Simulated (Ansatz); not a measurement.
## Single-point calculation, with input and output: TiAl3

- system: TiAl3 (4 atoms in the cell)
- method: DFT PBE, scalar-relativistic, plane waves, PAW, no spin polarisation (Ansatz 0.2.0)

The structure was made by swapping elements on the sites of another compound; it need not be a known phase. It belongs to a series of runs on one base structure; here: Sc -> Ti on all its sites, cell and atoms relaxed. Figures and captions count atoms from 1; the log counts them from 0 in places.

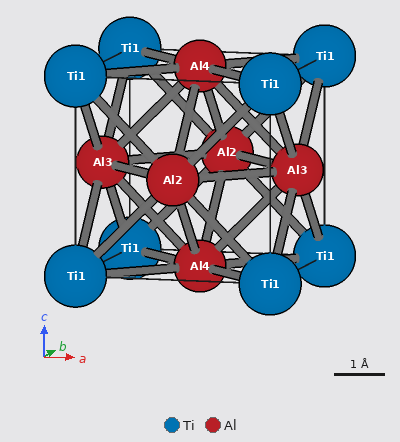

Figure 1. The input geometry (ball-and-stick view of the cell of the calculation, seen slightly off an axis; atoms are numbered from 1 in the order of the input).

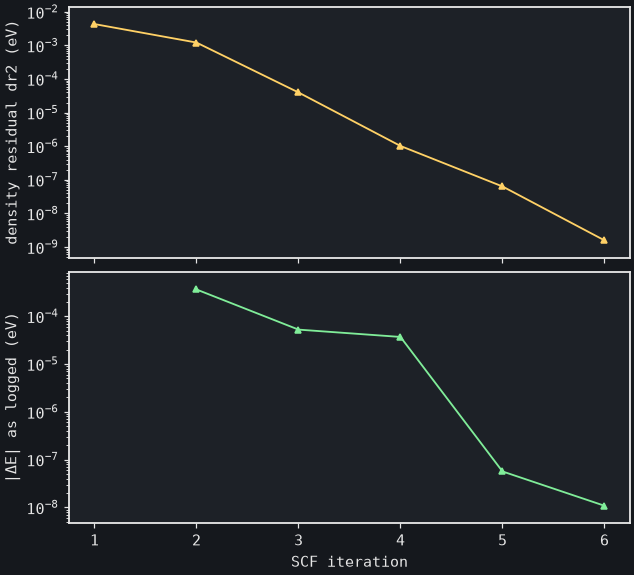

Figure 2. Convergence of the self-consistent field: density residual dr2 and size of the energy change against the SCF iteration. The residual falls at every step.

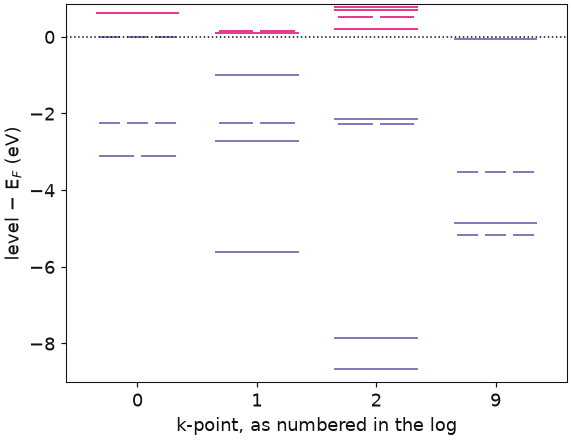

Figure 3. Kohn–Sham levels near the Fermi level (dotted) at the few k-points that the log prints; levels within 0.02 eV of each other stand side by side. The system is metallic on the full mesh.

These pictures come from the run below.

### The input
```yaml
crystal:
  lattice:
    - [4.0533639932, 0.0, 0.0]
    - [0.0, 4.0533639932, 0.0]
    - [0.0, 0.0, 4.0533639932]
  atoms:
    - { symbol: Ti, position: [0.0, 0.0, 0.0] }
    - { symbol: Al, position: [0.5, 0.0, 0.5] }
    - { symbol: Al, position: [0.0, 0.5, 0.5] }
    - { symbol: Al, position: [0.5, 0.5, 0.0] }
basis:
  ecutwfc: 420
kpoints:
  mp_grid: { grid: [4, 4, 4] }
hamiltonian:
  xc: pbe
scf:
  occupations: { method: gaussian, width: 0.1 }
output:
  forces: true
  stress: true
  eigenvalues: true
```

Launch command:
```bash
ansatz run input.yaml --threads 1 --pin off --max-ram 2560MiB --backend cpu --events-out ev --progress --plain --runs-dir out
```

### The program's output
```
Engine: ansatz 0.2.0, x86_64-unknown-linux-gnu
Pseudopotentials: kind: paw
Pseudopotential: Ti, paw, valence charge 12, recommended cutoff 420 eV (normal), Ti.paw.azcp
Pseudopotential: Al, paw, valence charge 3, recommended cutoff 420 eV (normal), Al.paw.azcp
Functional definition: PBE
  parameter kappa = 0.804
  parameter beta = 0.06672455060314922
  exchange = pbe_x(kappa = kappa, mu = beta*pi^2/3)
  correlation = pbe_c(beta = beta)
Crystal: 4 atoms, lattice volume = 66.596 Å³
Basis set: ecut = 420 eV, 1309 PW (Γ), exchange–correlation on 60×60×60 points (8 copies of the dense FFT grid, shifted against one another)
Bands: 15, of which v1, the nominal top of the filled ones, is band 11 counted from 1 (10 counted from 0)
Symmetry: 48 space group operations
Space group: Pm-3m (ITA 221), of the structure as read, at distance tolerance 4.1e-5 Å
k-points: 10 of 64
Non-local potential: Ti, projectors of the file, l = 0: 3, l = 1: 2, l = 2: 3, l = 3: 1
Non-local potential: Al, projectors of the file, l = 0: 2, l = 1: 2, l = 2: 1
PAW form: soft (Blöchl's): semilocal exchange-correlation on the pseudo side does not see the compensation charge
PAW one-centre angular grid: Ti, 590 points (default); XC on 64 Gauss nodes
PAW one-centre angular grid: Al, 110 points (default); XC on 64 Gauss nodes
Initial density: superposition of atomic densities (neutral atoms: chi_scale 0, normalization atom), corrected by the library's trained network
Initial wavefunctions: pseudopotential atomic-orbital guess
Functional: x = pbe(κ = 0.804, μ = 0.2195149727645171), c = pbe(β = 0.06672455060314922)
SCF iter   1: F=—  HF=-4113.631271 eV  |F-HF|=—  |Δ(HF+E_count)|=         —  Δρ=2.07e-3  dr2=4.33e-3  ethr=1.77e-3  ⟨swp⟩=5.4  Hψ=843  notcnv=0
preconditioner: auto → Kerker (q_TF=auto, 2.251 Å⁻¹)  [metal: Δε(μ)=0.103 eV  Ē_g=5.226 eV  σ=0.100 eV  W_gap=0.44  n_scr=18 (ndim 8)  ℏωp=16.4 eV  f_vac=0.000  D(μ)=2.23/eV (n_scr^D=18)]
SCF iter   2: F=—  HF=-4113.630906 eV  |F-HF|=—  |Δ(HF+E_count)|=   3.65e-4  Δρ=1.16e-3  dr2=1.22e-3  ethr=2.06e-5  ⟨swp⟩=1.1  Hψ=231  notcnv=0
SCF iter   3: F=—  HF=-4113.630853 eV  |F-HF|=—  |Δ(HF+E_count)|=   5.27e-5  Δρ=1.93e-4  dr2=3.99e-5  ethr=5.79e-6  ⟨swp⟩=2.5  Hψ=216  notcnv=0
SCF iter   4: F=—  HF=-4113.630816 eV  |F-HF|=—  |Δ(HF+E_count)|=   3.70e-5  Δρ=4.52e-5  dr2=1.02e-6  ethr=1.90e-7  ⟨swp⟩=2.3  Hψ=187  notcnv=0
iter 5 did not close the SCF: its close was put off for the readings that it lacked (scf_convergence_deferred on its scf_iter line)
SCF iter   5: F=-4113.630816 eV  HF=-4113.630816 eV  |F-HF|=2.94e-8  |Δ(HF+E_count)|=   5.65e-8  Δρ=9.22e-6  dr2=6.36e-8  ethr=4.87e-9  ⟨swp⟩=2.7  Hψ=235  notcnv=0
SCF iter   6: F=-4113.630816 eV  HF=-4113.630816 eV  |F-HF|=5.64e-10  |Δ(HF+E_count)|=   1.08e-8  Δρ=1.48e-6  dr2=1.58e-9  ethr=3.03e-10  ⟨swp⟩=2.3  Hψ=503  notcnv=0
SCF 1 converged in 6 iterations: F = -4113.630816 eV  dr2 = 1.58e-9
  greatest PAW one-centre occupation: 0.999 electrons in one spin orbital (limit 2), on the Ti atom at site 0 (counted from 0), in its partial waves of l = 0
SCF converged after 6 iterations
Free energy (F): -4113.630816 eV
Harris-Foulkes:  -4113.630816 eV  (|F-HF|=5.64e-10)
Internal energy: -4113.619471 eV  (E = F + TS)
E sigma→0 (E₀):  -4113.625144 eV
Entropy (-TS):   -0.011345 eV (-2.836 meV/atom)
Fermi energy:    9.753787 eV
--- Per-component energies (eV) ---
  E_band       = -163.755968
  E_kinetic    = 340.554981
  E_local      = -1219.190747  (includes V_loc(G=0)·N_el)
  E_nonlocal   = 39.812758
  E_hartree    = 533.335467
  E_xc         = -216.576371
  E_vxc        = -208.729126  (∫ρ·V_xc dr)
  E_paw        = -2450.382903  (= ΣΔE_a)
  E_vpaw       = -182.875444  (= ΣTr[D̂ρ^β])
  E_aug_tail   = 0.000118  (compensation charges beyond the density's cutoff)
  E_ewald      = -1141.172774
  E_smearing   = -0.011345  (= −TS)
  E_closure    = -0.000000  (closes the sum)
  Σ components = -4113.630816   (vs F -4113.630816, Δ=0.00e0)
--- Forces (eV/Å), atoms counted from 1 ---
  atom   1  Ti    -0.00000000     0.00000000     0.00000000
  atom   2  Al    -0.00000000    -0.00000000     0.00000000
  atom   3  Al     0.00000000     0.00000000     0.00000000
  atom   4  Al    -0.00000000     0.00000000     0.00000000
  max |Σ_I F_I| component: 9.86e-32 eV/Å
--- Stress (GPa, compression-positive) ---
       -5.071205       0.000000       0.000000
        0.000000      -5.071205       0.000000
        0.000000       0.000000      -5.071205
  P = ⅓ Tr σ = -5.0712 GPa (-50.712 kbar)
--- Band table (eV; the first three rows and the last of 10) ---
  k-point 0: bands = ["-47.5074", "-23.7950", "-23.7950", "-23.7950", "-0.7954", "6.6496", "6.6496", "7.5016", "7.5016", "7.5016", "9.7526", "9.7526", "9.7526", "10.3685", "13.1686"]
  k-point 1: bands = ["-47.5072", "-23.8020", "-23.7945", "-23.7945", "-0.2265", "4.1482", "7.0373", "7.5005", "7.5005", "8.7580", "9.8557", "9.9033", "9.9033", "11.5807", "11.7924"]
  k-point 2: bands = ["-47.5069", "-23.8091", "-23.7940", "-23.7940", "1.1013", "1.8975", "7.4795", "7.4795", "7.6112", "9.9656", "10.2745", "10.2745", "10.4632", "10.5233", "10.6558"]
  k-point 9: bands = ["-47.5060", "-23.8057", "-23.8057", "-23.8057", "4.5941", "4.5941", "4.5941", "4.9044", "6.2246", "6.2246", "6.2246", "9.7040", "10.7079", "10.7079", "12.0725"]
```

### Key numbers

- outcome: converged
- space group (tolerance 0.01 Å): Pm-3m (221)
- electrons treated: 21
- free energy: −4113.6308 eV
- Fermi energy: 9.754 eV
- gap on the k-point mesh: none (metallic)
- pressure: −5.07 GPa
- largest force (length of the vector): under 0.001 eV/Å
- hardware: 1 thread of Oxide Virtual Turin-like (Zen 5), 32 GiB of memory available, shared host
- wall time: 1.2 s
- peak memory: 0.34 GiB

### Remarks

The cell is under a tension of 5.1 GPa at this level, so it is not at its equilibrium volume.
